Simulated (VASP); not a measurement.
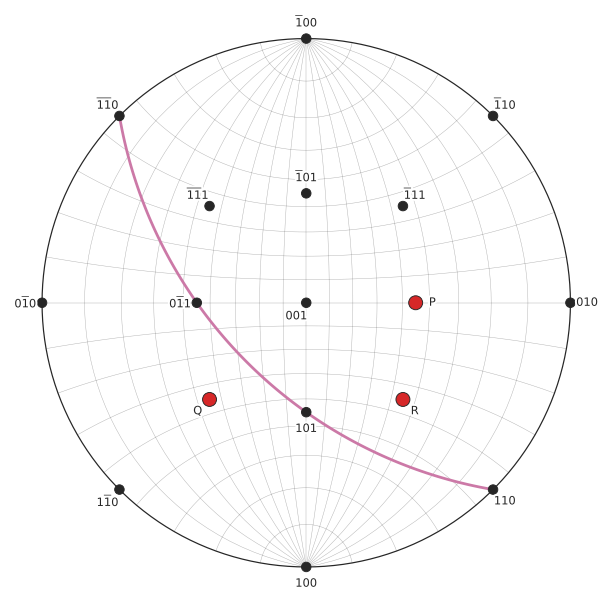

For CdSe, the end point of a relaxation with VASP Kohn-Sham DFT of a periodic cell, PW91 with D3(BJ), VASP PAW PBE potentials, gw, light (VASP): stereographic projection of plane normals (upper hemisphere) centred on (0 0 1). The drawing is computed from the coordinates (standard cell, symmetry found to 0.002 Å).

a = 6.140 Å, b = 6.140 Å, c = 6.140 Å, α = 90.00°, β = 90.00°, γ = 90.00°.

Index the poles marked P, Q, R.

Answer. P is (0 1 1), 45.0° from the centre; Q is (1 −1 1), 54.7° from the centre; R is (1 1 1), 54.7° from the centre.

Which zone does the coloured great circle trace?

Answer. The zone [1 −1 −1]: its poles satisfy h − k − l = 0.

What is the angle between the normals of (−1 −1 0) and (−1 1 0), and what are their d_hkl = 1/|g|?

Answer. 90.0°; d = 4.342 Å and 4.342 Å.
